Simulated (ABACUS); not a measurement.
## Band-structure run, with input and output: ZrO₂

System: ZrO₂ (3 atoms in the cell).
Method: Kohn-Sham DFT of a periodic cell, PBE, SG15 ONCV 1.2 PBE, no spin polarisation (ABACUS 3.10.1).

The structure derives from a Materials Project entry. It belongs to a series of runs on one base structure; here: bands on the converged density.

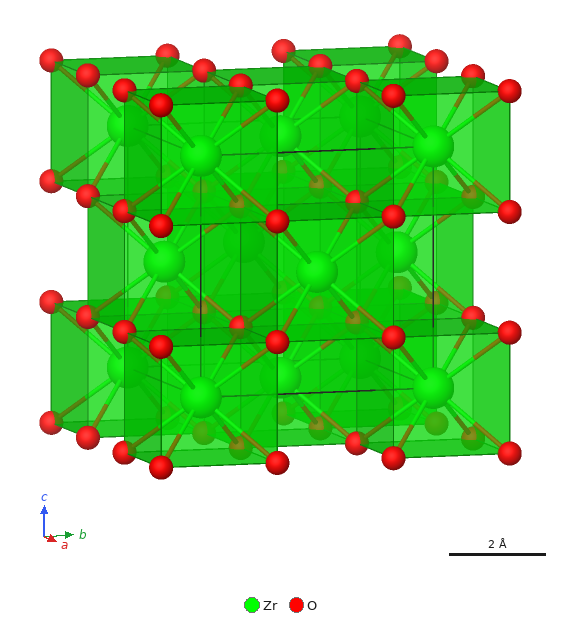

Figure 1. The input geometry (polyhedral view of the cell 4 times as large as that of the calculation, set on its symmetry axes, seen slightly off an axis; polyhedra are completed across the faces of the cell).

Summary:

| quantity | value |
| --- | --- |
| outcome | converged |
| space group (tolerance 0.01 Å) | Fm-3m (225) |
| electrons treated | 24 |
| Fermi energy of the self-consistent step | 13.110 eV |
| gap on the band path | 3.33 eV |
| hardware | 4 threads of AMD EPYC (Zen 3), 16 GiB of memory available, shared host |
| wall time | 4.7 s (CPU time 14 s) |
| peak memory | 0.52 GiB |

Remarks:

Points of doubt noted for this run: home made orbitals.

Input:
```
INPUT_PARAMETERS
suffix              ZrO2
calculation         nscf
basis_type          lcao
pseudo_dir          ./
orbital_dir         ./
symmetry            -1
dft_functional      pbe
ecutwfc             100.0
pseudo_rcut         10
nspin               1
nbands              22
ks_solver           genelpa
smearing_method     fd
smearing_sigma      0.00367493
scf_thr             1e-07
scf_nmax            100
mixing_type         broyden
mixing_beta         0.7
init_chg            file
out_band            1
```

File STRU:
```
ATOMIC_SPECIES
Zr 91.2240 Zr_ONCV_PBE-1.2.upf
O 15.9990 O_ONCV_PBE-1.2.upf

NUMERICAL_ORBITAL
Zr_confined-atom_8au_4s3p3d1f.orb
O_confined-atom_6au_3s3p2d1f.orb

LATTICE_CONSTANT
1.8897261246

LATTICE_VECTORS
0.0000000000 2.5450727058 2.5450727058
2.5450727058 0.0000000000 2.5450727058
2.5450727058 2.5450727058 0.0000000000

ATOMIC_POSITIONS
Direct

Zr
0.0
1
0.0000000000 0.0000000000 0.0000000000 1 1 1

O
0.0
2
0.7500000000 0.7500000000 0.7500000000 1 1 1
0.2500000000 0.2500000000 0.2500000000 1 1 1
```

File KPT:
```
K_POINTS
12
Line
0.00000000 0.00000000 0.00000000 10 // G
0.50000000 0.00000000 0.50000000 10 // X
0.50000000 0.25000000 0.75000000 10 // W
0.37500000 0.37500000 0.75000000 10 // K
0.00000000 0.00000000 0.00000000 10 // G
0.50000000 0.50000000 0.50000000 10 // L
0.62500000 0.25000000 0.62500000 10 // U
0.50000000 0.25000000 0.75000000 10 // W
0.50000000 0.50000000 0.50000000 10 // L
0.37500000 0.37500000 0.75000000 1 // K
0.62500000 0.25000000 0.62500000 10 // U
0.50000000 0.00000000 0.50000000 1 // X
```

Run as:
```bash
OMP_NUM_THREADS=1 mpirun -np 4 abacus > log
```

The program's output:
```
ABACUS v3.10.1

               Atomic-orbital Based Ab-initio Computation at UStc

 ------------------------------------------------------------------------------------

 READING GENERAL INFORMATION
                           global_out_dir = OUT.ZrO2/
                           global_in_card = INPUT
                               pseudo_dir = ./
                              orbital_dir = ./
                                    DSIZE = 4
                                    GSIZE = 1

 READING UNITCELL INFORMATION
                                    ntype = 2
                  lattice constant (Bohr) = 1.88973
              lattice constant (Angstrom) = 1

 READING ATOM TYPE 1
                               atom label = Zr
                      L=0, number of zeta = 4
                      L=1, number of zeta = 3
                      L=2, number of zeta = 3
                      L=3, number of zeta = 1
             number of atom for this type = 1

 READING ATOM TYPE 2
                               atom label = O
                      L=0, number of zeta = 3
                      L=1, number of zeta = 3
                      L=2, number of zeta = 2
                      L=3, number of zeta = 1
             number of atom for this type = 2

                        TOTAL ATOM NUMBER = 3
DIRECT COORDINATES
    atom                   x                   y                   z     mag                  vx                  vy                  vz
taud_Zr1            0.0000000000        0.0000000000        0.0000000000  0.0000        0.0000000000        0.0000000000        0.0000000000
taud_O1            0.7500000000        0.7500000000        0.7500000000  0.0000        0.0000000000        0.0000000000        0.0000000000
taud_O2            0.2500000000        0.2500000000        0.2500000000  0.0000        0.0000000000        0.0000000000        0.0000000000

                          Volume (Bohr^3) = 222.499
                             Volume (A^3) = 32.9708

 Lattice vectors: (Cartesian coordinate: in unit of a_0)
                   +0            +2.54507            +2.54507
             +2.54507                  +0            +2.54507
             +2.54507            +2.54507                  +0
 Reciprocal vectors: (Cartesian coordinate: in unit of 2 pi/a_0)
            -0.196458           +0.196458           +0.196458
            +0.196458           -0.196458           +0.196458
            +0.196458           +0.196458           -0.196458
 The esolver type has been set to : ksdft_lcao

                PAO radial cut off (Bohr) = 10

 Read in pseudopotential file is Zr_ONCV_PBE-1.2.upf
                     pseudopotential type = NC
          exchange-correlation functional = PBE
                 nonlocal core correction = 0
                        valence electrons = 12
                                     lmax = 2
                           number of zeta = 0
                     number of projectors = 6
                           L of projector = 0
                           L of projector = 0
                           L of projector = 1
                           L of projector = 1
                           L of projector = 2
                           L of projector = 2
                PAO radial cut off (Bohr) = 10

 Read in pseudopotential file is O_ONCV_PBE-1.2.upf
                     pseudopotential type = NC
          exchange-correlation functional = PBE
                 nonlocal core correction = 0
                        valence electrons = 6
                                     lmax = 1
                           number of zeta = 0
                     number of projectors = 4
                           L of projector = 0
                           L of projector = 0
                           L of projector = 1
                           L of projector = 1
     initial pseudo atomic orbital number = 0

 SETUP THE ELECTRONS NUMBER
            electron number of element Zr = 12
      total electron number of element Zr = 12
             electron number of element O = 6
       total electron number of element O = 12
            AUTOSET number of electrons:  = 24
                           occupied bands = 12
                                   NLOCAL = 93
                                   NBANDS = 22
                                   NBANDS = 22
                                   NLOCAL = 93

%%%%%%%%%%%%%%%%%%%%%%%%%%%%%%%%%%%%%%%%%%%%%%%%%%%%%%%%%%%%%%%%%%%%%%%%%%%%%%%%%%%%%%%%%%%%%%%%%%%%%%%%%%
 Warning: the number of valence electrons in pseudopotential > 4 for Zr: [Kr] 4d2 5s2
 Pseudopotentials with additional electrons can yield (more) accurate outcomes, but may be less efficient.
 If you're confident that your chosen pseudopotential is appropriate, you can safely ignore this warning.
%%%%%%%%%%%%%%%%%%%%%%%%%%%%%%%%%%%%%%%%%%%%%%%%%%%%%%%%%%%%%%%%%%%%%%%%%%%%%%%%%%%%%%%%%%%%%%%%%%%%%%%%%%

 SETUP THE PLANE WAVE BASIS
 energy cutoff for charge/potential (unit:Ry) = 400
            fft grid for charge/potential = [ 45, 45, 45 ]
                        fft grid division = [ 3, 3, 3 ]
        big fft grid for charge/potential = [ 15, 15, 15 ]
                                     nbxx = 900
                                     nrxx = 24300

 SETUP PLANE WAVES FOR CHARGE/POTENTIAL
                    number of plane waves = 30155
                         number of sticks = 1285

 PARALLEL PW FOR CHARGE/POTENTIAL
     PROC   COLUMNS(POT)             PW
        1            320           7539
        2            321           7539
        3            322           7538
        4            322           7539
 --------------- sum -------------------
        4           1285          30155
                            number of |g| = 307
                                  max |g| = 36.1256
                                  min |g| = 0.115787

----------- Double Check Mixing Parameters Begin ------------
mixing_type: broyden
mixing_beta: 0.7
mixing_gg0: 1
mixing_gg0_min: 0.1
mixing_ndim: 8
----------- Double Check Mixing Parameters End ------------

 SETUP K-POINTS
                                    nspin = 1
                                   nkstot = 102
K-POINTS DIRECT COORDINATES
 KPOINTS    DIRECT_X    DIRECT_Y    DIRECT_Z  WEIGHT
       1  0.00000000  0.00000000  0.00000000  1.0000
       2  0.05000000  0.00000000  0.05000000  1.0000
       3  0.10000000  0.00000000  0.10000000  1.0000
       4  0.15000000  0.00000000  0.15000000  1.0000
       5  0.20000000  0.00000000  0.20000000  1.0000
       6  0.25000000  0.00000000  0.25000000  1.0000
       7  0.30000000  0.00000000  0.30000000  1.0000
       8  0.35000000  0.00000000  0.35000000  1.0000
       9  0.40000000  0.00000000  0.40000000  1.0000
      10  0.45000000  0.00000000  0.45000000  1.0000
      11  0.50000000  0.00000000  0.50000000  1.0000
      12  0.50000000  0.02500000  0.52500000  1.0000
      13  0.50000000  0.05000000  0.55000000  1.0000
      14  0.50000000  0.07500000  0.57500000  1.0000
      15  0.50000000  0.10000000  0.60000000  1.0000
      16  0.50000000  0.12500000  0.62500000  1.0000
      17  0.50000000  0.15000000  0.65000000  1.0000
      18  0.50000000  0.17500000  0.67500000  1.0000
      19  0.50000000  0.20000000  0.70000000  1.0000
      20  0.50000000  0.22500000  0.72500000  1.0000
      21  0.50000000  0.25000000  0.75000000  1.0000
      22  0.48750000  0.26250000  0.75000000  1.0000
      23  0.47500000  0.27500000  0.75000000  1.0000
      24  0.46250000  0.28750000  0.75000000  1.0000
      25  0.45000000  0.30000000  0.75000000  1.0000
      26  0.43750000  0.31250000  0.75000000  1.0000
      27  0.42500000  0.32500000  0.75000000  1.0000
      28  0.41250000  0.33750000  0.75000000  1.0000
      29  0.40000000  0.35000000  0.75000000  1.0000
      30  0.38750000  0.36250000  0.75000000  1.0000
[... 72 further k points ...]

           k-point number in this process = 102
       minimum distributed K point number = 102

[... K-POINTS CARTESIAN COORDINATES: 102 rows ...]

[... K-POINTS DIRECT COORDINATES: 102 rows ...]

 SETUP PLANE WAVES FOR WAVE FUNCTIONS
     energy cutoff for wavefunc (unit:Ry) = 100
              fft grid for wave functions = [ 45, 45, 45 ]
                    number of plane waves = 4645
                         number of sticks = 367

 PARALLEL PW FOR WAVE FUNCTIONS
     PROC   COLUMNS(POT)             PW
        1             91           1161
        2             92           1161
        3             92           1161
        4             92           1162
 --------------- sum -------------------
        4            367           4645

 SET NONLOCAL PSEUDOPOTENTIAL PROJECTORS
 SET NONLOCAL PSEUDOPOTENTIAL PROJECTORS
 max number of nonlocal projetors among all species is 6

 -------------------------------------------
 NONSELF-CONSISTENT
 -------------------------------------------

 SETUP SEARCHING RADIUS FOR PROGRAM TO SEARCH ADJACENT ATOMS
                  longest orb rcut (Bohr) = 8
   longest nonlocal projector rcut (Bohr) = 2.54
                     search radius (Bohr) = 21.1
              searching radius is (Bohr)) = 21.1
         searching radius unit is (Bohr)) = 1.89
                         PeriodicBoundary = 1
                        Radius(unit:lat0) = 11.2
                                   glayer = [ 5, 5, 5 ]
                             glayer_minus = [ 4, 4, 4 ]

Find the coordinate range of the input atom(unit:lat0).
                                  min_tau = [ -20.4, -20.4, -20.4 ]
                                  max_tau = [ 24.2, 24.2, 24.2 ]
                                BoxNumber = [ 9, 9, 9 ]

 SETUP EXTENDED REAL SPACE GRID FOR GRID INTEGRATION
                          real space grid = [ 45, 45, 45 ]
                 big cell numbers in grid = [ 15, 15, 15 ]
             meshcell numbers in big cell = [ 3, 3, 3 ]
                        extended fft grid = [ 22, 22, 22 ]
                dimension of extened grid = [ 60, 60, 60 ]
                            UnitCellTotal = 125
              Atom number in sub-FFT-grid = 3
    Local orbitals number in sub-FFT-grid = 93
                                ParaV.nnr = 172879
                                 init_chg = file
 try to read charge from file
 Read in the charge density: OUT.ZrO2//ZrO2-CHARGE-DENSITY.restart

 LCAO ALGORITHM --------------- ION=   1  ELEC=   1--------------------------------
[... levels at 102 k points of this process ...]

 Density error is 0.00000000000
----------------------------------------------------------
     Energy           Rydberg                 eV
----------------------------------------------------------
 E_KohnSham     -159.1773962511      -2165.7195818189
 E_KS(sigma->0) -159.1773962511      -2165.7195818189
 E_Harris       -159.1773962511      -2165.7195818189
 E_band         -4.4471165601        -60.5061248874
 E_one_elec     -25.4214668539       -345.8768007314
 E_Hartree      27.4561632538        373.5602654702
 E_xc           -26.0887810234       -354.9560757931
 E_Ewald        -135.1233116276      -1838.4469707646
 E_entropy(-TS) -0.0000000000        -0.0000000000
 E_descf        0.0000000000         0.0000000000
 E_exx          0.0000000000         0.0000000000
 E_Fermi        0.9754298913         13.2714045212
----------------------------------------------------------

 charge density convergence is achieved
 final etot is -2165.7195818 eV
 EFERMI = 13.271404521 eV

 STATE ENERGY(eV) AND OCCUPATIONS    NSPIN == 1
 1/102 kpoint (Cartesian) = 0.0000 0.0000 0.0000 (930 pws)
       1       -35.9729      0.0196078
       2       -13.7962      0.0196078
       3       -13.7962      0.0196078
       4       -13.7962      0.0196078
       5       -6.00833      0.0196078
       6       -3.44095      0.0196078
       7        6.91479      0.0196078
       8        6.91479      0.0196078
       9        6.91479      0.0196078
      10        11.6172      0.0196078
      11        11.6172      0.0196078
      12        11.6172      0.0196078
      13        15.4857    1.14562e-21
      14        15.4857    1.14562e-21
      15        18.7885    2.35149e-50
      16        21.4853    8.85855e-74
      17        21.4853    8.85855e-74
      18        21.4853    8.85855e-74
      19        26.5800        0.00000
      20        26.5800        0.00000
      21        26.5800        0.00000
      22        34.9139        0.00000

 2/102 kpoint (Cartesian) = 0.0000 0.019646 0.0000 (939 pws)
       1       -35.9714      0.0196078
       2       -13.8171      0.0196078
       3       -13.8005      0.0196078
       4       -13.8005      0.0196078
       5       -5.95932      0.0196078
       6       -3.47840      0.0196078
       7        6.94453      0.0196078
       8        6.94453      0.0196078
       9        7.01700      0.0196078
      10        11.3852      0.0196078
      11        11.6249      0.0196078
      12        11.6249      0.0196078
      13        15.5137    6.54243e-22
      14        15.5939    1.31786e-22
      15        18.9140    1.91198e-51
      16        21.3868    6.35243e-73
      17        21.3868    6.35243e-73
      18        21.4386    2.25320e-73
      19        26.5125        0.00000
      20        26.6817        0.00000
      21        26.6817        0.00000
      22        35.1575        0.00000

 3/102 kpoint (Cartesian) = 0.0000 0.039292 0.0000 (942 pws)
       1       -35.9670      0.0196078
       2       -13.8768      0.0196078
       3       -13.8130      0.0196078
       4       -13.8130      0.0196078
       5       -5.81699      0.0196078
       6       -3.58367      0.0196078
       7        7.03353      0.0196078
       8        7.03353      0.0196078
       9        7.31548      0.0196078
      10        10.7959      0.0196078
      11        11.6427      0.0196078
      12        11.6427      0.0196078
      13        15.5963    1.25594e-22
      14        15.8336    1.08940e-24
      15        19.2548    2.09750e-54
      16        21.1230    1.24198e-70
      17        21.1230    1.24198e-70
      18        21.2965    3.86510e-72
      19        26.3761        0.00000
      20        26.9584        0.00000
      21        26.9584        0.00000
      22        35.0801        0.00000

 4/102 kpoint (Cartesian) = 0.0000 0.058937 0.0000 (941 pws)
       1       -35.9602      0.0196078
       2       -13.9667      0.0196078
       3       -13.8324      0.0196078
       4       -13.8324      0.0196078
       5       -5.59456      0.0196078
       6       -3.73898      0.0196078
       7        7.18089      0.0196078
       8        7.18089      0.0196078
       9        7.78791      0.0196078
      10        10.0295      0.0196078
      11        11.6555      0.0196078
      12        11.6555      0.0196078
      13        15.7286    8.89606e-24
      14        16.0775    8.30334e-27
      15        19.7278    1.63127e-58
      16        20.7652    1.59274e-67
      17        20.7652    1.59274e-67
      18        21.0540    4.94257e-70
      19        26.3069        0.00000
      20        27.3474        0.00000
      21        27.3474        0.00000
      22        34.1264        0.00000

 5/102 kpoint (Cartesian) = 0.0000 0.078583 0.0000 (950 pws)
       1       -35.9516      0.0196078
       2       -14.0751      0.0196078
       3       -13.8567      0.0196078
       4       -13.8567      0.0196078
       5       -5.31201      0.0196078
       6       -3.92265      0.0196078
       7        7.38456      0.0196078
       8        7.38456      0.0196078
       9        8.40305      0.0196078
      10        9.21157      0.0196078
      11        11.6408      0.0196078
      12        11.6408      0.0196078
      13        15.9027    2.73705e-25
      14        16.2516    2.54971e-28
      15        20.2650    3.52426e-63
      16        20.3865    3.09793e-64
      17        20.3865    3.09793e-64
      18        20.7080    5.00424e-67
      19        26.4062        0.00000
      20        27.7846        0.00000
      21        27.7846        0.00000
      22        33.0999        0.00000

 6/102 kpoint (Cartesian) = 0.0000 0.098229 0.0000 (962 pws)
       1       -35.9421      0.0196078
       2       -14.1896      0.0196078
       3       -13.8836      0.0196078
       4       -13.8836      0.0196078
       5       -4.99403      0.0196078
       6       -4.11342      0.0196078
       7        7.64044      0.0196078
       8        7.64044      0.0196078
       9        8.41756      0.0196078
      10        9.12404      0.0196078
      11        11.5743      0.0196078
      12        11.5743      0.0196078
      13        16.1063    4.66604e-27
      14        16.3212    6.34158e-29
      15        20.0442    2.91362e-61
      16        20.0442    2.91362e-61
      17        20.2617    3.76250e-63
      18        20.8612    2.33598e-68
      19        26.6839        0.00000
      20        28.2164        0.00000
      21        28.2164        0.00000
      22        32.0992        0.00000

[... levels at 96 further k points ...]

 --------------------------------------------
 !FINAL_ETOT_IS -2165.719581818900 eV
 --------------------------------------------

 Output bands in file: OUT.ZrO2/BANDS_1.dat
```

Standard output:
```
ABACUS v3.10.1

               Atomic-orbital Based Ab-initio Computation at UStc

%%%%%%%%%%%%%%%%%%%%%%%%%%%%%%%%%%%%%%%%%%%%%%%%%%%%%%%%%%%%%%%%%%%%%%%%%%%%%%%%%%%%%%%%%%%%%%%%%%%%%%%%%
 Warning: the number of valence electrons in pseudopotential > 4 for Zr: [Kr] 4d2 5s2
 Pseudopotentials with additional electrons can yield (more) accurate outcomes, but may be less efficient.
 If you're confident that your chosen pseudopotential is appropriate, you can safely ignore this warning.
%%%%%%%%%%%%%%%%%%%%%%%%%%%%%%%%%%%%%%%%%%%%%%%%%%%%%%%%%%%%%%%%%%%%%%%%%%%%%%%%%%%%%%%%%%%%%%%%%%%%%%%%%

 UNIFORM GRID DIM        : 45 * 45 * 45
 UNIFORM GRID DIM(BIG)   : 15 * 15 * 15
 ---------------------------------------------------------
 ---------------------------------------------------------
 SPIN    KPOINTS         PROCESSORS  THREADS     NBASE
 1       102             4           4           93
 ---------------------------------------------------------
 Use Systematically Improvable Atomic bases
 ---------------------------------------------------------
 ELEMENT ORBITALS        NBASE       NATOM       XC
 Zr      4s3p3d1f-8au    35          1
 O       3s3p2d1f-6au    29          2
 ---------------------------------------------------------
 Initial plane wave basis and FFT box
 ---------------------------------------------------------
 -------------------------------------------
 NONSELF-CONSISTENT :
 -------------------------------------------
 START CHARGE      : file
 ITER       ETOT/eV          EDIFF/eV         DRHO     TIME/s
 GE1     -2.16571958e+03   0.00000000e+00   0.0000e+00   2.47
```
